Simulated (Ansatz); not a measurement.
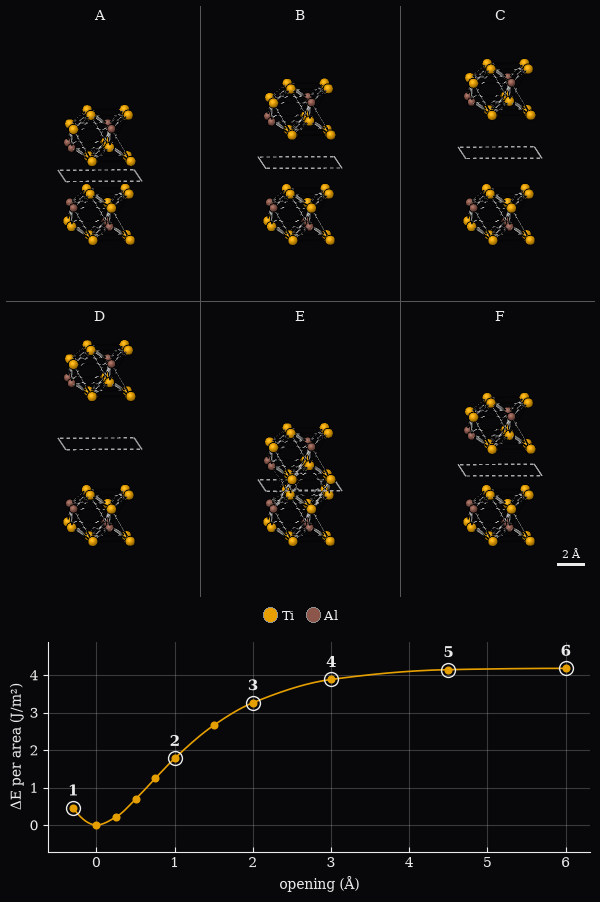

A scan of crystalline Ti3Al (P6_3/mmc): the crystal is pulled apart rigidly along the normal of the (1 0 0) plane of the conventional cell, at a cut between a plane of Ti below and one of Ti above, 1.69 Å apart. One cut stands in each cell, which starts 10.0 Å high; nothing is relaxed, and the dashed outline marks the cut. The frames are shuffled; the numbered points of the plot belong to them. Style: ball-and-stick. Shown: the layers on both sides of the cut, from the side, nearly along the cut plane.

Theory: DFT PBE, scalar-relativistic, plane waves, PAW in Ansatz. Settings: plane-wave cutoff 420 eV; k-point mesh 7 × 8 × 4; occupations gaussian; smearing width 0.15 eV; no spin polarisation. Energies (free energies at the smearing named) are counted from the relaxed crystal.

**Which frame belongs to which numbered point?**

Point 1 is frame E (the opening −0.30 Å, 0.455 J/m²); 2 is frame A (the opening 1.00 Å, 1.777 J/m²); 3 is frame F (the opening 2.00 Å, 3.260 J/m²); 4 is frame B (the opening 3.00 Å, 3.881 J/m²); 5 is frame C (the opening 4.50 Å, 4.143 J/m²); 6 is frame D (the opening 6.00 Å, 4.178 J/m²). At the widest opening, 6.00 Å, the energy has risen by 4.178 J/m², where the curve has levelled off: this is the ideal work of separation, the sum of the two unrelaxed surface energies of a slab 10.0 Å thick. The steepest rise lies between 0.50 Å and 0.75 Å, with a mean traction of about 22 GPa. Pressing the cut together by 0.30 Å costs 0.455 J/m².
